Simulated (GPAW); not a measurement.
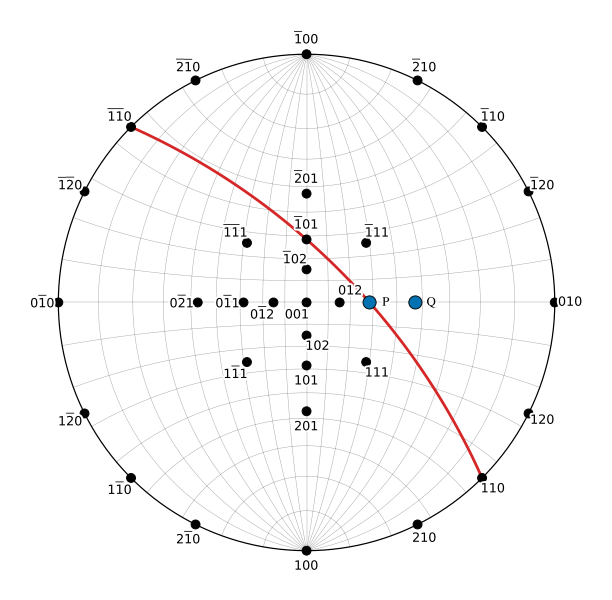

Crystal: Ge, a cell listed in the Materials Project, as set up for an electronic-structure calculation. Stereographic projection of plane normals (upper hemisphere) centred on (0 0 1). Symmetry computed with spglib at a tolerance of 0.002 Å; standard conventional cell.

a = 5.149 Å, b = 5.149 Å, c = 2.795 Å, α = 90.00°, β = 90.00°, γ = 90.00°.

> Index the poles marked P, Q.

P is (0 1 1), 28.5° from the centre; Q is (0 2 1), 47.3° from the centre.

> Which zone does the coloured great circle trace?

The zone [1 −1 1]: its poles satisfy h − k + l = 0.

> What is the angle between the normals of (1 1 0) and (0 −2 1), and what are their d_hkl = 1/|g|?

121.3°; d = 3.641 Å and 1.894 Å.
